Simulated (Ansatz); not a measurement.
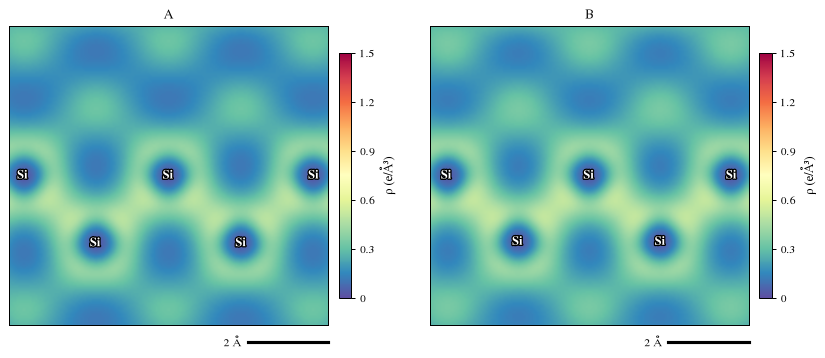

Si. The valence charge density (pseudo) of two cells that differ in size, on the (110) plane of each (indices in the axes of the calculation cell), at one length scale and on one colour scale: A has 14.9 Å³ an atom and B 14.1.

The calculation used Kohn-Sham DFT of a periodic cell, r2SCAN, Ansatz PAW (Ansatz 0.2.0).

The density is the valence pseudo-density of a PAW calculation; it isn't the true density close to the nuclei.

Q: What changes from the larger cell to the smaller?

A: From the larger cell to the smaller, Si–Si goes from 2.46 to 2.41 Å, and the density at its midpoint from 0.46 to 0.5 e/Å³; the pressure goes from 2.4 to 11 GPa.
